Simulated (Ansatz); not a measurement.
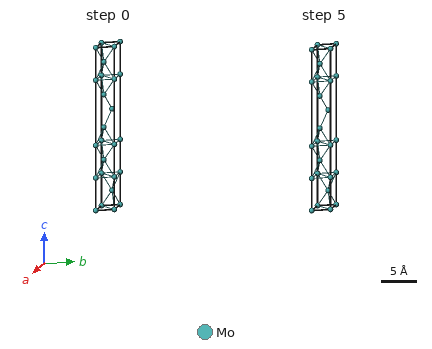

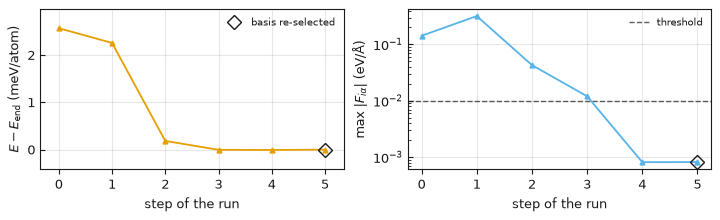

First and last geometry of a relaxation of solid Mo (a generated structure, set up in P6_3/mmc), with the history of the run. Style: ball-and-stick. Shown: the cell of the calculation, slightly off an axis.

Case: stacking ABACACBCAC.

Theory: Ansatz, DFT PBEsol, scalar-relativistic, plane waves, PAW. Set-up: plane-wave cutoff 420 eV; k-point mesh 18 × 18 × 2; occupations gaussian; smearing width 0.1 eV; no spin polarisation; cell and atoms relaxed; force threshold 0.01 eV/Å; at most 45 steps.

Q: Read the history and describe the run.

A: It converged. The largest moves relative to the cell, 0.010 Å, are those of Mo atoms. The volume changes by −0.2 %, with a = b 2.730 → 2.744 Å (+0.5 %), c 24.197 → 23.887 Å (−1.3 %). Some distances before and after: Mo–Mo 2.888 → 2.861 Å, Mo–Mo 2.730 → 2.744 Å, Mo–Mo 2.888 → 2.884 Å. The space group stays P6_3/mmc (No. 194). Over 4 accepted moves (5 points after the start) the energy falls by 2.6 meV per atom. Largest force component: 0.14 eV/Å at the start, 0.00082 eV/Å at the end. Pressure: −0.04 GPa at the start and 0.00 GPa at the end. At 1 point the geometry stayed and the basis and grid were re-selected for the new cell (energy shift of less than 0.05 meV per atom at most each time). Cost: 4.5 min on 1 thread of AMD EPYC 7R13 Processor (Zen 3) (shared host), peak memory 0.93 GiB.

| step | E − E(0), meV/atom | largest force component, eV/Å | pressure, GPa | volume, Å³/atom | note |
| --- | --- | --- | --- | --- | --- |
| 0 | 0.00 | 0.1423 | -0.04 | 15.618 |  |
| 1 | -0.31 | 0.3189 | 1.63 | 15.468 |  |
| 2 | -2.38 | 0.0430 | -0.43 | 15.599 |  |
| 3 | -2.57 | 0.0120 | -0.05 | 15.583 |  |
| 4 | -2.58 | 0.0008 | 0.00 | 15.581 |  |
| 5 | -2.57 | 0.0008 | 0.00 | 15.581 | same geometry, new basis |
